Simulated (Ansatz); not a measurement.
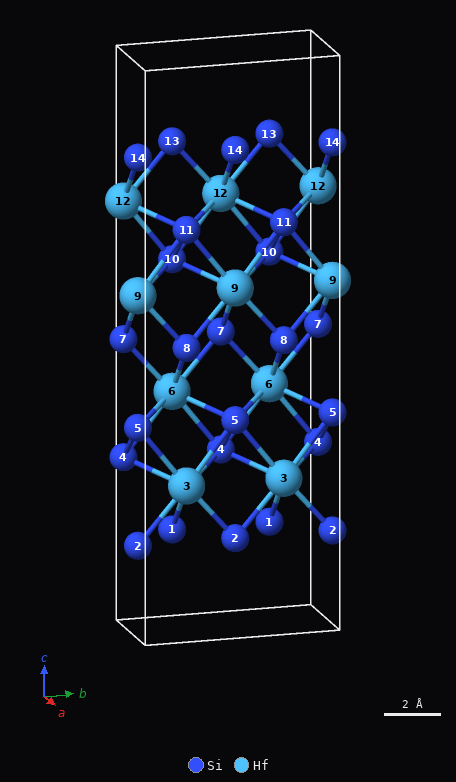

The structure (ball-and-stick view of the 1 × 2 repeat of the cell, with the vacuum cut short, seen slightly off an axis; atoms are numbered from 1 in the order of the input). An atom can appear more than once, as a periodic image.

**Hf2Si5: single-point calculation (part 1 of 2)**

System: Hf2Si5 (slab, 14 atoms in the cell).
Method: DFT PBE, scalar-relativistic, plane waves, PAW, no spin polarisation (Ansatz 0.2.0).

The structure derives from an entry of the Crystallography Open Database. It belongs to a series of runs on one base structure; here: (0 1 0) slab cut from the bulk. Figures and captions count atoms from 1; the log counts them from 0 in places.

### Input file
```yaml
crystal:
  lattice:
    - [3.6597919922, 0.0, 0.0]
    - [0.0, 3.6825349252, 0.0]
    - [0.0, 0.0, 29.6002249648]
  atoms:
    - { symbol: Si, position: [0.25, 0.5, 0.2533764527] }
    - { symbol: Si, position: [0.75, 0.0, 0.2536543188] }
    - { symbol: Hf, position: [0.75, 0.5, 0.3247677956] }
    - { symbol: Si, position: [0.25, 0.0, 0.3499994561] }
    - { symbol: Si, position: [0.75, 0.0, 0.4035159296] }
    - { symbol: Hf, position: [0.25, 0.5, 0.4287475902] }
    - { symbol: Si, position: [0.25, 0.0, 0.499861067] }
    - { symbol: Si, position: [0.75, 0.5, 0.500138933] }
    - { symbol: Hf, position: [0.75, 0.0, 0.5712524098] }
    - { symbol: Si, position: [0.25, 0.5, 0.5964840704] }
    - { symbol: Si, position: [0.75, 0.5, 0.6500005439] }
    - { symbol: Hf, position: [0.25, 0.0, 0.6752322044] }
    - { symbol: Si, position: [0.25, 0.5, 0.7463456812] }
    - { symbol: Si, position: [0.75, 0.0, 0.7466235473] }
basis:
  ecutwfc: 420
kpoints:
  mp_grid: { grid: [10, 10, 1] }
hamiltonian:
  xc: pbe
scf:
  occupations: { method: gaussian, width: 0.1 }
output:
  forces: true
  stress: true
  eigenvalues: true
  write_density: true
  write_potential: true
  elf: true
  volumetric_format: npy
efield:
  axis: 3
  dipole_correction: true
  ramp_width: 0.04
```

Machine: 1 thread of Intel Xeon @ 2.70GHz, 189 GiB of memory available, shared host.

Launched with:
```bash
ansatz run input.yaml --threads 1 --pin off --max-ram 2560MiB --backend cpu --events-out ev --progress --plain --runs-dir out
```

### Output
```
Engine: ansatz 0.2.0, x86_64-unknown-linux-gnu
Pseudopotentials: kind: paw
Pseudopotential: Si, paw, valence charge 4, recommended cutoff 420 eV (normal), Si.paw.azcp
Pseudopotential: Hf, paw, valence charge 26, recommended cutoff 420 eV (normal), Hf.paw.azcp
Functional definition: PBE
  parameter kappa = 0.804
  parameter beta = 0.06672455060314922
  exchange = pbe_x(kappa = kappa, mu = beta*pi^2/3)
  correlation = pbe_c(beta = beta)
Crystal: 14 atoms, lattice volume = 398.931 Å³
Basis set: ecut = 420 eV, 7799 PW (Γ), exchange–correlation on 50×50×400 points (8 copies of the dense FFT grid, shifted against one another)
Bands: 87, of which v1, the nominal top of the filled ones, is band 72 counted from 1 (71 counted from 0)
Symmetry: 4 space group operations
k-points: 36 of 100
Non-local potential: Si, projectors of the file, l = 0: 2, l = 1: 2, l = 2: 2
Non-local potential: Hf, projectors of the file, l = 0: 3, l = 1: 2, l = 2: 2, l = 3: 3
PAW form: soft (Blöchl's): semilocal exchange-correlation on the pseudo side does not see the compensation charge
PAW one-centre angular grid: Si, 110 points (default); XC on 64 Gauss nodes
PAW one-centre angular grid: Hf, 590 points (default); XC on 64 Gauss nodes
Initial density: superposition of atomic densities (neutral atoms: chi_scale 0, normalization atom), corrected by the library's trained network
Initial wavefunctions: pseudopotential atomic-orbital guess
Functional: x = pbe(κ = 0.804, μ = 0.2195149727645171), c = pbe(β = 0.06672455060314922)
SCF iter   1: F=—  HF=-69247.363035 eV  |F-HF|=—  |Δ(HF+E_count)|=         —  Δρ=3.06e-3  dr2=8.85e-1  ethr=1.77e-3  p=-0.000 e·Å  D=-1.73e-14 V/Å  ΔV_dip=0.00 eV  dr2_dipole=2.61e-6  V_vac-E_F(+/−)=4.92/4.92 eV  ⟨swp⟩=8.2  Hψ=14251  notcnv=0  defer=22
efield: sawtooth ramp at fractional position 0.9800 (placed from the atoms, in the widest stretch of the axis that holds none; the zero of the levels goes with the place), width 0.0400; the density the first Hamiltonian is built on has a dipole p = -0.000 e·Å; the dipole correction subtracts the counter field D = -1.73e-14 V/Å, which shifts the + side's vacuum level by +0.00 eV against the − side's; the planar-averaged density in the ramp window peaks in size at 1.2e-5 e/Å³
preconditioner: auto → LDOS  [metal: Δε(μ)=0.010 eV  Ē_g=10.433 eV  σ=0.100 eV  W_gap=0.06  n_scr=80 (ndim 8)  ℏωp=19.7 eV  f_vac=0.385  D(μ)=6.24/eV (n_scr^D=14)  β→1.0]
SCF iter   2: F=—  HF=-69247.338585 eV  |F-HF|=—  |Δ(HF+E_count)|=   2.45e-2  Δρ=1.02e-3  dr2=1.45e-2  ethr=6.15e-4  p=-0.000 e·Å  D=-6.83e-6 V/Å  ΔV_dip=0.00 eV  dr2_dipole=4.01e-6  V_vac-E_F(+/−)=5.24/5.24 eV  ⟨swp⟩=1.7  Hψ=3774  notcnv=0  defer=162
SCF iter   3: F=—  HF=-69247.334233 eV  |F-HF|=—  |Δ(HF+E_count)|=   4.35e-3  Δρ=5.13e-4  dr2=3.80e-3  ethr=1.01e-5  p=0.000 e·Å  D=1.71e-6 V/Å  ΔV_dip=-0.00 eV  dr2_dipole=2.25e-7  V_vac-E_F(+/−)=5.22/5.22 eV  ⟨swp⟩=2.9  Hψ=5952  notcnv=0  defer=162
SCF iter   4: F=—  HF=-69247.333745 eV  |F-HF|=—  |Δ(HF+E_count)|=   4.88e-4  Δρ=1.44e-4  dr2=3.92e-4  ethr=2.64e-6  p=0.000 e·Å  D=4.95e-7 V/Å  ΔV_dip=-0.00 eV  dr2_dipole=1.43e-9  V_vac-E_F(+/−)=5.23/5.23 eV  ⟨swp⟩=2.0  Hψ=5298  notcnv=0  defer=162
SCF iter   5: F=—  HF=-69247.333710 eV  |F-HF|=—  |Δ(HF+E_count)|=   3.47e-5  Δρ=3.71e-5  dr2=2.18e-5  ethr=2.73e-7  p=0.000 e·Å  D=1.27e-7 V/Å  ΔV_dip=-0.00 eV  dr2_dipole=5.68e-10  V_vac-E_F(+/−)=5.23/5.23 eV  ⟨swp⟩=2.0  Hψ=4873  notcnv=0  defer=162
SCF iter   6: F=—  HF=-69247.333183 eV  |F-HF|=—  |Δ(HF+E_count)|=   5.27e-4  Δρ=1.72e-5  dr2=3.57e-6  ethr=1.51e-8  p=0.000 e·Å  D=6.74e-8 V/Å  ΔV_dip=-0.00 eV  dr2_dipole=4.50e-9  V_vac-E_F(+/−)=5.23/5.23 eV  ⟨swp⟩=3.1  Hψ=6321  notcnv=0  defer=147
SCF iter   7: F=—  HF=-69247.333182 eV  |F-HF|=—  |Δ(HF+E_count)|=   3.08e-7  Δρ=6.02e-6  dr2=2.82e-7  ethr=2.48e-9  p=0.000 e·Å  D=3.90e-8 V/Å  ΔV_dip=-0.00 eV  dr2_dipole=4.67e-10  V_vac-E_F(+/−)=5.23/5.23 eV  ⟨swp⟩=2.3  Hψ=5389  notcnv=0  defer=139
SCF iter   8: F=-69247.333183 eV  HF=-69247.333183 eV  |F-HF|=9.68e-9  |Δ(HF+E_count)|=   2.27e-7  Δρ=1.44e-6  dr2=1.97e-8  ethr=6.94e-11  p=0.000 e·Å  D=1.75e-8 V/Å  ΔV_dip=-0.00 eV  dr2_dipole=7.65e-11  V_vac-E_F(+/−)=5.24/5.24 eV  ⟨swp⟩=21.1  Hψ=29781  notcnv=0
SCF 1 converged in 8 iterations: F = -69247.333183 eV  dr2 = 1.97e-8
  greatest PAW one-centre occupation: 0.998 electrons in one spin orbital (limit 2), on the Hf atom at site 2 (counted from 0), in its partial waves of l = 0
```

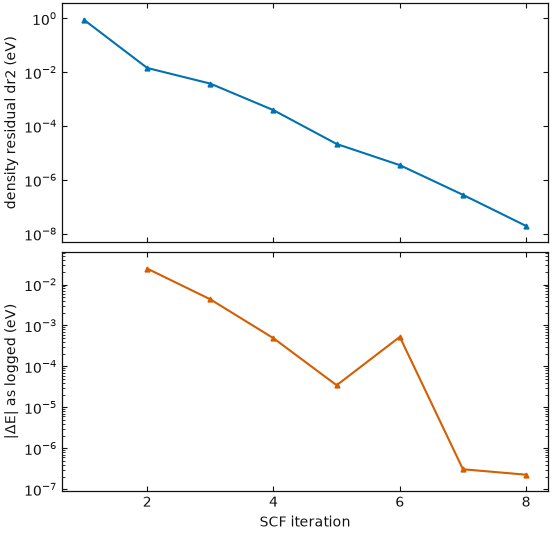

Convergence of the self-consistent field: density residual dr2 and size of the energy change against the SCF iteration. The residual falls at every step.

```
WARN: The output density's exchange-correlation potential varies sharply where the density is thin. Do not read a vacuum level from v_tot or v_xc, or from such a field of the output density. On a cell that repeats whose density bears no net charge and no dipole along the vacuum's axis use v_es (v_loc + v_h of the components); under efield.dipole_correction with no amplitude use v_es + v_field, which holds any external_charges[].barrier, or the levels of the report's work_function block, which leave it out; under a non-zero efield.amplitude the vacuum is tilted and has no level; on a cell that repeats and bears such a dipole with no correction it is tilted too, and efield.dipole_correction with no amplitude gives each side of its ramp a level where efield: is served; in a cell that repeats whose density bears a net charge (total_charge, or a fill off its count) it is curved and has none; of a slab under crystal.periodic whose density bears no net charge use v_es, which has a level on each side, short of where the two are joined; of another it falls or rises all the way out and has none; of a slab beside external_charges read slab_vacuum_level instead, which it has where they leave it neutral. The grid or the basis barely resolves most such structure, and the values can differ between equally converged runs; as a rule a tighter scf.convergence.dr2_threshold does not remove it. Where the density itself ripples (under the LDA too) a higher basis.ecutwfc lessens it. The files hold the spikes' plane waves up to the density's cutoff. Files: v_tot_of_output_density and the like, and their columns of v_z.tsv (output.write_potential); v_xc_of_output_density and the like, and their columns of v_comp_z.tsv (output.write_potential_components). Measured: with its Gaussian average of σ = 0.25 Å subtracted twice, the exchange-correlation potential is over 0.1 eV at 1 of the grid points where the equally averaged density (valence and model cores) is under 1e-3 e/Å³, and 0.108 eV at the most among them, at an averaged density of 1.1e-8 e/Å³. The input density's (outcome.potential() and, of a run that writes arrays, v_tot and v_xc) is over 0.1 eV, so measured, at 3 points of its own thin density, 0.105 eV at the most. See output.write_potential in the manual, Limitations
SCF converged after 8 iterations
Free energy (F): -69247.333183 eV
Harris-Foulkes:  -69247.333183 eV  (|F-HF|=9.68e-9)
Internal energy: -69247.297759 eV  (E = F + TS)
E sigma→0 (E₀):  -69247.315471 eV
Entropy (-TS):   -0.035424 eV (-2.530 meV/atom)
Fermi energy:    5.976811 eV
Dipole field:    D = -0.000008 V/Å  (p = -0.000018 e·Å, saw-weighted, corrected)
Work function:   Φ+ = 5.2357 eV   Φ− = 5.2355 eV
Levels:          The Fermi level and band energies are counted from a zero that moves with the ramp; work functions are not
--- Per-component energies (eV) ---
  E_band       = -1284.867483
  E_kinetic    = 2105.746240
  E_local      = -191364.518163  (includes V_loc(G=0)·N_el)
  E_nonlocal   = -4722.531855
  E_hartree    = 94281.922664
  E_xc         = -1757.642078
  E_vxc        = -1540.529371  (∫ρ·V_xc dr)
  E_paw        = -32834.302007  (= ΣΔE_a)
  E_vpaw       = 5673.086376  (= ΣTr[D̂ρ^β])
  E_aug_tail   = 0.000059  (compensation charges beyond the density's cutoff)
  E_efield     = 0.000000  (sawtooth field / dipole correction)
  E_vefield    = 0.000000  (∫n·V_field dr)
  E_ewald      = 65044.027381
  E_smearing   = -0.035424  (= −TS)
  E_closure    = -0.000000  (closes the sum)
  Σ components = -69247.333183   (vs F -69247.333183, Δ=0.00e0)
--- Forces (eV/Å), atoms counted from 1 ---
  atom   1  Si     0.00000000    -0.00000000    -0.23698654
  atom   2  Si     0.00000000     0.00000000    -0.31348212
  atom   3  Hf     0.00000000     0.00000000     0.86474963
  atom   4  Si    -0.00000000     0.00000000    -0.39676661
  atom   5  Si    -0.00000000     0.00000000    -0.01813846
  atom   6  Hf     0.00000000     0.00000000     0.09172458
  atom   7  Si     0.00000000    -0.00000000     0.00393037
  atom   8  Si     0.00000000     0.00000000    -0.00393558
  atom   9  Hf     0.00000000     0.00000000    -0.09171872
  atom  10  Si     0.00000000     0.00000000     0.01814128
  atom  11  Si    -0.00000000     0.00000000     0.39676566
  atom  12  Hf    -0.00000000    -0.00000000    -0.86475297
  atom  13  Si     0.00000000     0.00000000     0.31348288
  atom  14  Si     0.00000000     0.00000000     0.23698738
  max |Σ_I F_I| component: 7.58e-7 eV/Å
--- Stress (GPa, compression-positive) ---
       -1.615992       0.000000       0.000000
        0.000000      -1.523696       0.000000
        0.000000       0.000000       0.924163
  P = ⅓ Tr σ = -0.7385 GPa (-7.385 kbar)
--- Band table (eV; the first three rows and the last of 36) ---
```
